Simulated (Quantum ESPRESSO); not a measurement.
Single-point calculation of MnS (part 1 of 2)

System: MnS (2 atoms in the cell).
Method: Kohn-Sham DFT of a periodic cell, LDA, PseudoDojo 0.4.1 SR LDA standard, spin-polarised (Quantum ESPRESSO 7.5).

The structure derives from a Materials Project entry. The volume is scaled by 0.94.

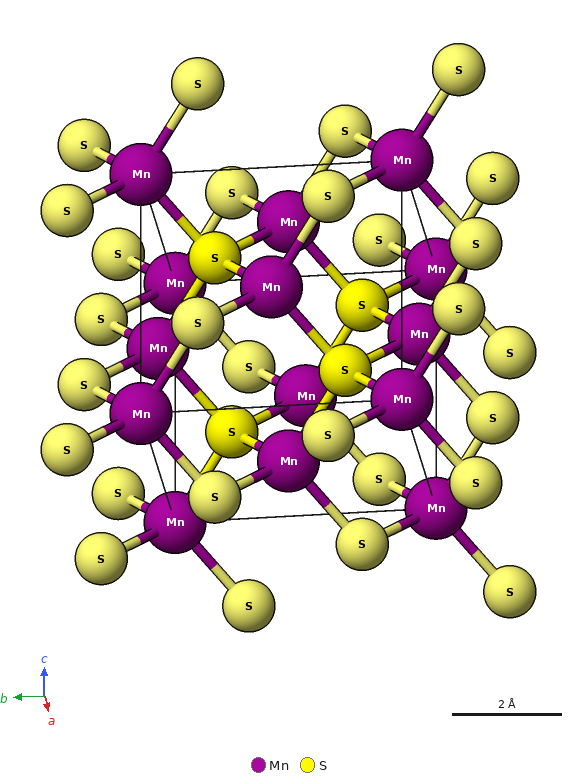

**Figure 1.** The structure (ball-and-stick view of the cell 4 times as large as that of the calculation, set on its symmetry axes, seen at an oblique angle; neighbours outside the cell are drawn fainter).

## Input
```
&CONTROL
  calculation = 'scf'
  prefix = 'pwscf'
  outdir = './tmp'
  pseudo_dir = './pseudo'
  tprnfor = .true.
  tstress = .true.
  disk_io = 'nowf'
/
&SYSTEM
  ibrav = 0
  nat = 2
  ntyp = 2
  ecutwfc = 96
  nbnd = 20
  occupations = 'smearing'
  smearing = 'fd'
  degauss = 0.00367493
  nspin = 2
  starting_magnetization(1) = 0.2667
  starting_magnetization(2) = 0
/
&ELECTRONS
  conv_thr = 4d-10
  electron_maxstep = 120
  mixing_beta = 0.3
/
ATOMIC_SPECIES
Mn    54.9380 Mn.upf
S     32.0600 S.upf
CELL_PARAMETERS angstrom
   0.0000000000    2.4229704058    2.4229704058
   2.4229704058    0.0000000000    2.4229704058
   2.4229704058    2.4229704058    0.0000000000
ATOMIC_POSITIONS crystal
Mn     0.0000000000    0.0000000000    0.0000000000
S      0.7500000000    0.7500000000    0.7500000000
K_POINTS automatic
9 9 9 0 0 0
```

Run on 1 thread of Arm Neoverse V2, 24 GiB of memory available, shared host.

Command:
```bash
OMP_NUM_THREADS=1 pw.x -in pw.in > pw.out
```

## Output
```
This program is part of the open-source Quantum ESPRESSO suite
     for quantum simulation of materials; please cite
         "P. Giannozzi et al., J. Phys.:Condens. Matter 21 395502 (2009);
         "P. Giannozzi et al., J. Phys.:Condens. Matter 29 465901 (2017);
         "P. Giannozzi et al., J. Chem. Phys. 152 154105 (2020);
          URL
     in publications or presentations arising from this work. More details at

     Message from routine setup:
     using ibrav=0 with symmetry is DISCOURAGED, use correct ibrav instead

     G-vector sticks info
     --------------------
     sticks:   dense  smooth     PW     G-vecs:    dense   smooth      PW
     Sum        1111    1111    313                24309    24309    3839

     Using Slab Decomposition

     bravais-lattice index     =            0
     lattice parameter (alat)  =       6.4753  a.u.
     unit-cell volume          =     191.9866 (a.u.)^3
     number of atoms/cell      =            2
     number of atomic types    =            2
     number of electrons       =        21.00
     number of Kohn-Sham states=           20
     kinetic-energy cutoff     =      96.0000  Ry
     charge density cutoff     =     384.0000  Ry
     scf convergence threshold =      4.0E-10
     mixing beta               =       0.3000
     number of iterations used =            8  plain     mixing
     Exchange-correlation= SLA  PW   NOGX NOGC
                           (   1   4   0   0   0   0   0)

     celldm(1)=   6.475331  celldm(2)=   0.000000  celldm(3)=   0.000000
     celldm(4)=   0.000000  celldm(5)=   0.000000  celldm(6)=   0.000000

     crystal axes: (cart. coord. in units of alat)
               a(1) = (   0.000000   0.707107   0.707107 )
               a(2) = (   0.707107   0.000000   0.707107 )
               a(3) = (   0.707107   0.707107   0.000000 )

     reciprocal axes: (cart. coord. in units 2 pi/alat)
               b(1) = ( -0.707107  0.707107  0.707107 )
               b(2) = (  0.707107 -0.707107  0.707107 )
               b(3) = (  0.707107  0.707107 -0.707107 )

     PseudoPot. # 1 for Mn read from file:
     Mn.upf
     Pseudo is Norm-conserving + core correction, Zval = 15.0
     Generated using ONCVPSP code by D. R. Hamann
     Using radial grid of 1430 points,  6 beta functions with:
                l(1) =   0
                l(2) =   0
                l(3) =   1
                l(4) =   1
                l(5) =   2
                l(6) =   2

     PseudoPot. # 2 for S  read from file:
     S.upf
     Pseudo is Norm-conserving + core correction, Zval =  6.0
     Generated using ONCVPSP code by D. R. Hamann
     Using radial grid of 1132 points,  6 beta functions with:
                l(1) =   0
                l(2) =   0
                l(3) =   1
                l(4) =   1
                l(5) =   2
                l(6) =   2

     atomic species   valence    mass     pseudopotential
     Mn               15.00    54.93800     Mn( 1.00)
     S                 6.00    32.06000     S ( 1.00)

     Starting magnetic structure
     atomic species   magnetization
     Mn              0.267
     S               0.000

     24 Sym. Ops. (no inversion) found

   Cartesian axes

     site n.     atom                  positions (alat units)
         1        Mn     tau(   1) = (   0.0000000   0.0000000   0.0000000  )
         2        S      tau(   2) = (   1.0606602   1.0606602   1.0606602  )

     number of k points=    35  Fermi-Dirac smearing, width (Ry)=  0.0037
                       cart. coord. in units 2pi/alat
        k(    1) = (   0.0000000   0.0000000   0.0000000), wk =   0.0013717
        k(    2) = (   0.0785674   0.0785674  -0.0785674), wk =   0.0109739
        k(    3) = (   0.1571348   0.1571348  -0.1571348), wk =   0.0109739
        k(    4) = (   0.2357023   0.2357023  -0.2357023), wk =   0.0109739
        k(    5) = (   0.3142697   0.3142697  -0.3142697), wk =   0.0109739
        k(    6) = (   0.1571348   0.0000000  -0.0000000), wk =   0.0082305
        k(    7) = (   0.2357023   0.0785674  -0.0785674), wk =   0.0329218
        k(    8) = (   0.3142697   0.1571348  -0.1571348), wk =   0.0329218
        k(    9) = (   0.3928371   0.2357023  -0.2357023), wk =   0.0329218
        k(   10) = (  -0.2357023  -0.3928371   0.3928371), wk =   0.0329218
        k(   11) = (  -0.1571348  -0.3142697   0.3142697), wk =   0.0329218
        k(   12) = (  -0.0785674  -0.2357023   0.2357023), wk =   0.0329218
        k(   13) = (  -0.0000000  -0.1571348   0.1571348), wk =   0.0164609
        k(   14) = (   0.3142697   0.0000000  -0.0000000), wk =   0.0082305
        k(   15) = (   0.3928371   0.0785674  -0.0785674), wk =   0.0329218
        k(   16) = (   0.4714045   0.1571348  -0.1571348), wk =   0.0329218
        k(   17) = (  -0.1571348  -0.4714045   0.4714045), wk =   0.0329218
        k(   18) = (  -0.0785674  -0.3928371   0.3928371), wk =   0.0329218
        k(   19) = (  -0.0000000  -0.3142697   0.3142697), wk =   0.0164609
        k(   20) = (   0.4714045   0.0000000  -0.0000000), wk =   0.0082305
        k(   21) = (   0.5499719   0.0785674  -0.0785674), wk =   0.0329218
        k(   22) = (  -0.0785674  -0.5499719   0.5499719), wk =   0.0329218
        k(   23) = (  -0.0000000  -0.4714045   0.4714045), wk =   0.0164609
        k(   24) = (   0.6285394   0.0000000  -0.0000000), wk =   0.0082305
        k(   25) = (  -0.0000000  -0.6285394   0.6285394), wk =   0.0164609
        k(   26) = (   0.3142697   0.1571348  -0.0000000), wk =   0.0329218
        k(   27) = (   0.3928371   0.2357023  -0.0785674), wk =   0.0658436
        k(   28) = (  -0.2357023  -0.3928371   0.5499719), wk =   0.0658436
        k(   29) = (   0.4714045   0.1571348  -0.0000000), wk =   0.0329218
        k(   30) = (  -0.1571348  -0.4714045   0.6285394), wk =   0.0658436
        k(   31) = (  -0.0785674  -0.3928371   0.5499719), wk =   0.0658436
        k(   32) = (  -0.0000000  -0.3142697   0.4714045), wk =   0.0329218
        k(   33) = (  -0.0785674  -0.5499719   0.7071068), wk =   0.0329218
        k(   34) = (  -0.0000000  -0.4714045   0.6285394), wk =   0.0329218
        k(   35) = (  -0.0785674  -0.3928371   0.7071068), wk =   0.0329218

     Dense  grid:    24309 G-vectors     FFT dimensions: (  45,  45,  45)

     Generating pointlists ...
     new r_m :   0.2526 (alat units)  1.6357 (a.u.) for type    1
     new r_m :   0.2526 (alat units)  1.6357 (a.u.) for type    2

     Initial potential from superposition of free atoms

     starting charge      20.9995, renormalised to      21.0000
     Starting wfcs are   14 randomized atomic wfcs +    6 random wfcs

     Self-consistent Calculation

     iteration #  1     ecut=    96.00 Ry     beta= 0.30
     Davidson diagonalization with overlap
     ethr =  1.00E-02,  avg # of iterations =  6.0

     Threshold (ethr) on eigenvalues was too large:
     Diagonalizing with lowered threshold

     Davidson diagonalization with overlap
     ethr =  6.13E-04,  avg # of iterations =  1.2

     total energy              =    -239.72585574 Ry
     estimated scf accuracy    <       0.12794689 Ry

     total magnetization       =     2.66 Bohr mag/cell
     absolute magnetization    =     2.71 Bohr mag/cell

     iteration #  2     ecut=    96.00 Ry     beta= 0.30
     Davidson diagonalization with overlap
     ethr =  6.09E-04,  avg # of iterations =  1.0

     total energy              =    -239.73891605 Ry
     estimated scf accuracy    <       0.06192171 Ry

     total magnetization       =     2.46 Bohr mag/cell
     absolute magnetization    =     2.53 Bohr mag/cell

     iteration #  3     ecut=    96.00 Ry     beta= 0.30
     Davidson diagonalization with overlap
     ethr =  2.95E-04,  avg # of iterations =  1.4

     total energy              =    -239.75239599 Ry
     estimated scf accuracy    <       0.03635204 Ry

     total magnetization       =     2.20 Bohr mag/cell
     absolute magnetization    =     2.31 Bohr mag/cell

     iteration #  4     ecut=    96.00 Ry     beta= 0.30
     Davidson diagonalization with overlap
     ethr =  1.73E-04,  avg # of iterations =  1.1

     total energy              =    -239.76444700 Ry
     estimated scf accuracy    <       0.01116690 Ry

     total magnetization       =     1.71 Bohr mag/cell
     absolute magnetization    =     1.86 Bohr mag/cell

     iteration #  5     ecut=    96.00 Ry     beta= 0.30
     Davidson diagonalization with overlap
     ethr =  5.32E-05,  avg # of iterations =  2.0

     total energy              =    -239.76873693 Ry
     estimated scf accuracy    <       0.00535332 Ry

     total magnetization       =     1.19 Bohr mag/cell
     absolute magnetization    =     1.34 Bohr mag/cell

     iteration #  6     ecut=    96.00 Ry     beta= 0.30
     Davidson diagonalization with overlap
     ethr =  2.55E-05,  avg # of iterations =  2.1

     total energy              =    -239.78260280 Ry
     estimated scf accuracy    <       0.00191427 Ry

     total magnetization       =     0.48 Bohr mag/cell
     absolute magnetization    =     0.56 Bohr mag/cell

     iteration #  7     ecut=    96.00 Ry     beta= 0.30
     Davidson diagonalization with overlap
     ethr =  9.12E-06,  avg # of iterations =  1.9

     total energy              =    -239.78413584 Ry
     estimated scf accuracy    <       0.00075099 Ry

     total magnetization       =     0.27 Bohr mag/cell
     absolute magnetization    =     0.32 Bohr mag/cell

     iteration #  8     ecut=    96.00 Ry     beta= 0.30
     Davidson diagonalization with overlap
     ethr =  3.58E-06,  avg # of iterations =  1.5

     total energy              =    -239.78433745 Ry
     estimated scf accuracy    <       0.00007429 Ry

     total magnetization       =     0.23 Bohr mag/cell
     absolute magnetization    =     0.26 Bohr mag/cell

     iteration #  9     ecut=    96.00 Ry     beta= 0.30
     Davidson diagonalization with overlap
     ethr =  3.54E-07,  avg # of iterations =  2.2

     total energy              =    -239.78419220 Ry
     estimated scf accuracy    <       0.00020257 Ry

     total magnetization       =     0.20 Bohr mag/cell
     absolute magnetization    =     0.21 Bohr mag/cell

     iteration # 10     ecut=    96.00 Ry     beta= 0.30
     Davidson diagonalization with overlap
     ethr =  3.54E-07,  avg # of iterations =  1.5

     total energy              =    -239.78425300 Ry
     estimated scf accuracy    <       0.00002943 Ry

     total magnetization       =     0.10 Bohr mag/cell
     absolute magnetization    =     0.11 Bohr mag/cell

     iteration # 11     ecut=    96.00 Ry     beta= 0.30
     Davidson diagonalization with overlap
     ethr =  1.40E-07,  avg # of iterations =  1.9

     total energy              =    -239.78432342 Ry
     estimated scf accuracy    <       0.00002205 Ry

     total magnetization       =     0.18 Bohr mag/cell
     absolute magnetization    =     0.20 Bohr mag/cell

     iteration # 12     ecut=    96.00 Ry     beta= 0.30
     Davidson diagonalization with overlap
     ethr =  1.05E-07,  avg # of iterations =  2.0

     total energy              =    -239.78444054 Ry
     estimated scf accuracy    <       0.00000470 Ry

     total magnetization       =     0.11 Bohr mag/cell
     absolute magnetization    =     0.12 Bohr mag/cell

     iteration # 13     ecut=    96.00 Ry     beta= 0.30
     Davidson diagonalization with overlap
     ethr =  2.24E-08,  avg # of iterations =  1.4

     total energy              =    -239.78443788 Ry
     estimated scf accuracy    <       0.00000226 Ry

     total magnetization       =     0.11 Bohr mag/cell
     absolute magnetization    =     0.12 Bohr mag/cell

     iteration # 14     ecut=    96.00 Ry     beta= 0.30
     Davidson diagonalization with overlap
     ethr =  1.08E-08,  avg # of iterations =  2.0

     total energy              =    -239.78444234 Ry
     estimated scf accuracy    <       0.00000042 Ry

     total magnetization       =     0.09 Bohr mag/cell
     absolute magnetization    =     0.10 Bohr mag/cell

     iteration # 15     ecut=    96.00 Ry     beta= 0.30
     Davidson diagonalization with overlap
     ethr =  1.99E-09,  avg # of iterations =  2.0

     total energy              =    -239.78442547 Ry
     estimated scf accuracy    <       0.00000016 Ry

     total magnetization       =     0.08 Bohr mag/cell
     absolute magnetization    =     0.08 Bohr mag/cell

     iteration # 16     ecut=    96.00 Ry     beta= 0.30
     Davidson diagonalization with overlap
     ethr =  7.82E-10,  avg # of iterations =  2.9

     total energy              =    -239.78444034 Ry
     estimated scf accuracy    <       0.00000067 Ry

     total magnetization       =     0.10 Bohr mag/cell
     absolute magnetization    =     0.11 Bohr mag/cell

     iteration # 17     ecut=    96.00 Ry     beta= 0.30
     Davidson diagonalization with overlap
     ethr =  7.82E-10,  avg # of iterations =  2.0

     total energy              =    -239.78434530 Ry
     estimated scf accuracy    <       0.00000093 Ry

     total magnetization       =     0.11 Bohr mag/cell
     absolute magnetization    =     0.12 Bohr mag/cell

     iteration # 18     ecut=    96.00 Ry     beta= 0.30
     Davidson diagonalization with overlap
     ethr =  7.82E-10,  avg # of iterations =  4.0

     total energy              =    -239.78444614 Ry
     estimated scf accuracy    <       0.00000003 Ry

     total magnetization       =     0.04 Bohr mag/cell
     absolute magnetization    =     0.04 Bohr mag/cell

     iteration # 19     ecut=    96.00 Ry     beta= 0.30
     Davidson diagonalization with overlap
     ethr =  1.56E-10,  avg # of iterations =  3.0

     total energy              =    -239.78444520 Ry
     estimated scf accuracy    <       0.00000001 Ry

     total magnetization       =     0.03 Bohr mag/cell
     absolute magnetization    =     0.03 Bohr mag/cell

     iteration # 20     ecut=    96.00 Ry     beta= 0.30
     Davidson diagonalization with overlap
     ethr =  5.20E-11,  avg # of iterations =  3.8

     total energy              =    -239.78444922 Ry
     estimated scf accuracy    <          1.5E-09 Ry

     total magnetization       =     0.01 Bohr mag/cell
     absolute magnetization    =     0.01 Bohr mag/cell

     iteration # 21     ecut=    96.00 Ry     beta= 0.30
     Davidson diagonalization with overlap
     ethr =  7.23E-12,  avg # of iterations =  3.0

     total energy              =    -239.78444839 Ry
     estimated scf accuracy    <          4.4E-10 Ry

     total magnetization       =     0.01 Bohr mag/cell
     absolute magnetization    =     0.01 Bohr mag/cell

     iteration # 22     ecut=    96.00 Ry     beta= 0.30
     Davidson diagonalization with overlap
     ethr =  2.11E-12,  avg # of iterations =  4.5

     total energy              =    -239.78444928 Ry
     estimated scf accuracy    <          1.8E-09 Ry

     total magnetization       =     0.00 Bohr mag/cell
     absolute magnetization    =     0.00 Bohr mag/cell

     iteration # 23     ecut=    96.00 Ry     beta= 0.30
     Davidson diagonalization with overlap
     ethr =  2.11E-12,  avg # of iterations =  3.7

     Magnetic moment per site  (integrated on atomic sphere of radius R)
     atom   1 (R=0.253)  charge= 12.5806  magn=  0.0029
     atom   2 (R=0.253)  charge=  3.3441  magn= -0.0000

     End of self-consistent calculation

 ------ SPIN UP ------------

          k = 0.0000 0.0000 0.0000 (  3071 PWs)   bands (ev):

   -65.7341 -34.9197 -34.9197 -34.9197  -3.1012   7.5240   7.5240   7.5240
    11.6256  11.6256  16.4896  16.4896  16.4896  16.5110  20.4590  20.4590
    20.4590  26.0648  26.0648  28.4208

          k = 0.0786 0.0786-0.0786 (  3056 PWs)   bands (ev):

   -65.7338 -34.9240 -34.9204 -34.9204  -2.9586   7.2720   7.5744   7.5744
    11.5844  11.5844  15.5579  16.3051  16.3051  17.2420  20.4448  20.7374
    20.7374  25.4617  25.4617  27.7434

          k = 0.1571 0.1571-0.1571 (  3041 PWs)   bands (ev):

   -65.7331 -34.9348 -34.9220 -34.9220  -2.5720   6.6758   7.6914   7.6914
    11.5476  11.5476  14.1791  15.8133  15.8133  18.0762  20.6023  21.2291
    21.2291  25.0405  25.0405  27.4695

          k = 0.2357 0.2357-0.2357 (  3028 PWs)   bands (ev):

   -65.7322 -34.9470 -34.9239 -34.9239  -2.0765   6.0275   7.7993   7.7993
    11.6554  11.6554  12.8972  15.1574  15.1574  18.2596  21.3597  21.3597
    21.6052  25.7422  25.7422  27.7013

          k = 0.3143 0.3143-0.3143 (  3049 PWs)   bands (ev):

   -65.7317 -34.9550 -34.9251 -34.9251  -1.7089   5.5961   7.8516   7.8516
    11.8601  11.8601  12.1490  14.6205  14.6205  18.1094  21.2794  21.2794
    22.6914  26.9403  26.9403  28.4432

          k = 0.1571 0.0000-0.0000 (  3043 PWs)   bands (ev):

   -65.7337 -34.9240 -34.9213 -34.9213  -2.9110   7.2154   7.5847   7.5847
    11.4203  11.7084  15.8933  15.8933  15.9360  17.4936  19.9950  21.0981
    21.0981  24.4961  26.0112  28.7077

          k = 0.2357 0.0786-0.0786 (  3044 PWs)   bands (ev):

   -65.7331 -34.9320 -34.9232 -34.9227  -2.6052   6.7807   7.6667   7.6814
    11.2578  11.7673  14.6400  15.3261  15.8545  18.1972  20.0896  21.3111
    21.7041  24.1014  25.7513  28.5188

          k = 0.3143 0.1571-0.1571 (  3027 PWs)   bands (ev):

   -65.7323 -34.9433 -34.9251 -34.9248  -2.1421   6.2277   7.7203   7.8010
    11.2792  11.8565  13.2051  14.7422  15.3426  18.7478  20.6074  21.4559
    21.9190  24.8790  26.1338  28.4828
```
